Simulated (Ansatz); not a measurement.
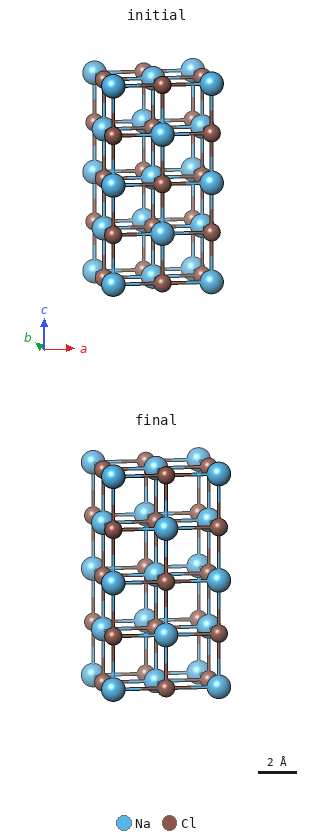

The structure of a crystal of NaCl (built on the rocksalt type) before (top) and after (bottom) a relaxation, at one scale.

A ball-and-stick model of the conventional cell (4 times the calculation's cell), repeated 1 × 1 × 2 with one cell outlined, seen slightly off an axis. Lengths and directions refer to the drawn axes.

Level of theory: DFT, PBE, plane waves, PAW in Ansatz 0.2.0.

The input:
```yaml
crystal:
  lattice:
    - [0.0, 2.652851, 2.652851]
    - [2.652851, 0.0, 2.652851]
    - [2.652851, 2.652851, 0.0]
  atoms:
    - { symbol: Na, position: [0.0, 0.0, 0.0] }
    - { symbol: Cl, position: [0.5, 0.5, 0.5] }
kpoints:
  mp_grid: { grid: [8, 8, 8] }
hamiltonian:
  xc: pbe
scf:
  occupations: { method: fermi_dirac, width: 0.02 }
relax:
  f_tol: 0.005
  cell: {}
```

Run as
```bash
ansatz run input.yaml --threads 2 --pin off --max-ram 2211MiB --backend cpu --events-out ev --progress --plain --runs-dir out
```

**Summarise the run.**

The energy falls by 93.3 meV per atom in 4 accepted moves (6 points after the start). All forces vanish by symmetry, so only the cell relaxes. Pressure: 8.24 GPa at the start and 0.01 GPa at the end. At 2 points the geometry stayed and the basis and grid were re-selected for the new cell (energy shift of 0.6 meV per atom at most each time). No atom moves by more than 0.005 Å relative to the cell. The drawn cell changes as follows: a = b = c 5.306 → 5.695 Å (+7.3 %); the volume changes by +23.7 %. Near-neighbour distances that change, for instance: Na1–Cl2 2.653 → 2.848 Å. The space group stays Fm-3m (No. 225). The run took roughly 7 core-seconds on a shared host.
